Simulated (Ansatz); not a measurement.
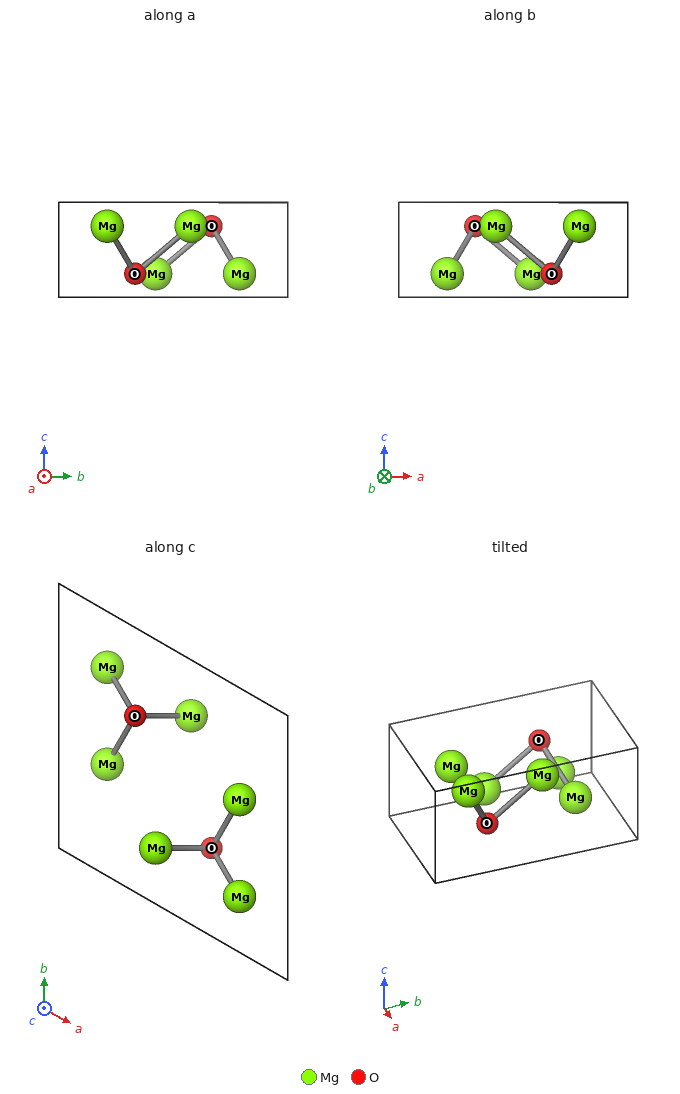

The crystal in a ball-and-stick representation, seen along the a axis, along the b axis, along the c axis and slightly off an axis. One conventional unit cell is outlined, and atoms on its boundary appear in each equivalent place.

Lattice parameters: a = 7.9088 Å, b = 7.9088 Å, c = 2.8397 Å, α = 90.000°, β = 90.000°, γ = 120.000°.

**Reconstruct the structure as a CIF with its space group and independent sites, with free fractional coordinates to two decimals.**

```cif
data_structure
_symmetry_space_group_name_H-M 'P 63/m m c'
_symmetry_Int_Tables_number 194
_cell_length_a 7.9088
_cell_length_b 7.9088
_cell_length_c 2.8397
_cell_angle_alpha 90.000
_cell_angle_beta 90.000
_cell_angle_gamma 120.000
_cell_volume 153.82
loop_
_atom_site_label
_atom_site_type_symbol
_atom_site_symmetry_multiplicity
_atom_site_Wyckoff_symbol
_atom_site_fract_x
_atom_site_fract_y
_atom_site_fract_z
_atom_site_occupancy
Mg1 Mg 6 h 0.21 0.42 0.25 1
O1 O 2 d 0.3333 0.6667 0.75 1
```

Its origin is a structure type filled with these elements by a generator (whether the compound takes this form wasn't checked). Earlier steps of the study, as a rule a relaxation of our own, may have changed the cell and positions, so they can lie some per cent off the listed ones. It was run through Ansatz as a DFT input.
